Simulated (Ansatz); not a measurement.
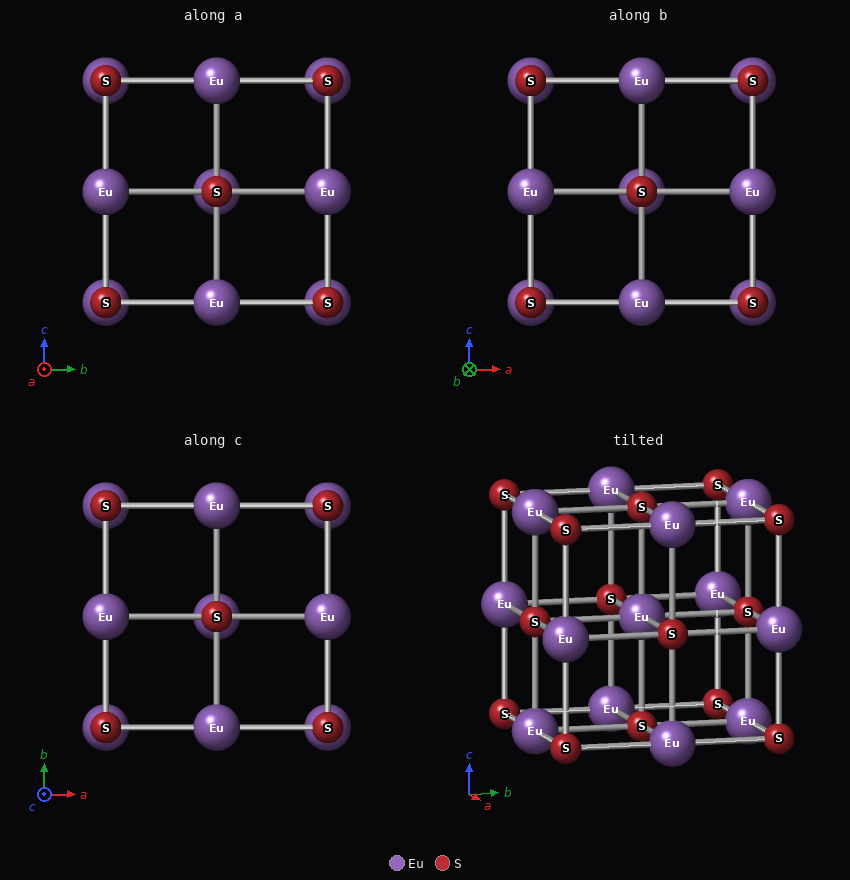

Ball-and-stick drawing of the structure, looking along the a axis, along the b axis, along the c axis and slightly off an axis. The conventional unit cell is drawn as a box.

Lattice parameters: a = 5.916 Å, b = 5.916 Å, c = 5.916 Å, α = 90.00°, β = 90.00°, γ = 90.00°. Put a along x and b in the xy plane.

Give the structure in the form of a POSCAR file.

Answer.
```
Eu S
1.0
     5.916    0.000    0.000
     0.000    5.916    0.000
     0.000    0.000    5.916
Eu S
4 4
Direct
  0.5000 0.0000 0.0000
  0.5000 0.5000 0.5000
  0.0000 0.0000 0.5000
  0.0000 0.5000 0.0000
  0.0000 0.0000 0.0000
  0.0000 0.5000 0.5000
  0.5000 0.0000 0.5000
  0.5000 0.5000 0.0000
```

Its origin is a structure type known for this compound. The cell was then strained or its atoms displaced on purpose. It was run through Ansatz as a DFT input.
